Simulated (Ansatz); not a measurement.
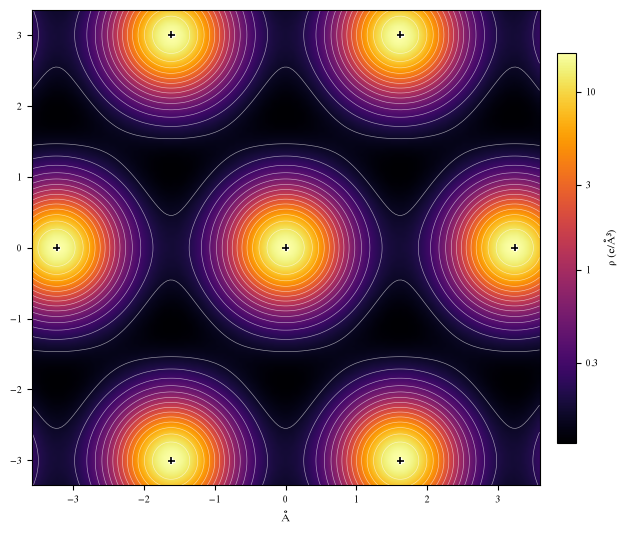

The valence charge density (pseudo) on a plane through atoms (crosses mark nuclei in the plane).

Theory: DFT PBEsol, scalar-relativistic, plane waves, PAW (Ansatz).

Candidates:
A. Sn, a = 3.23 Å, b = 3.23 Å, c = 5.07 Å, α = 90.00°, β = 90.00°, γ = 90.00°. Space group I4/mmm.
B. W (slab), a = 2.83 Å, b = 2.83 Å, c = 24.23 Å, α = 90.00°, β = 90.00°, γ = 120.00°. 
C. WS2 (slab), a = 3.15 Å, b = 3.15 Å, c = 37.17 Å, α = 90.00°, β = 90.00°, γ = 120.00°. 

Q: Which system is this?

A: Candidate A: Sn on the (011) plane of the conventional cell, which holds Sn. Sn–Sn (3.23 Å): the density is about 0.17 e/Å³ at the midpoint.
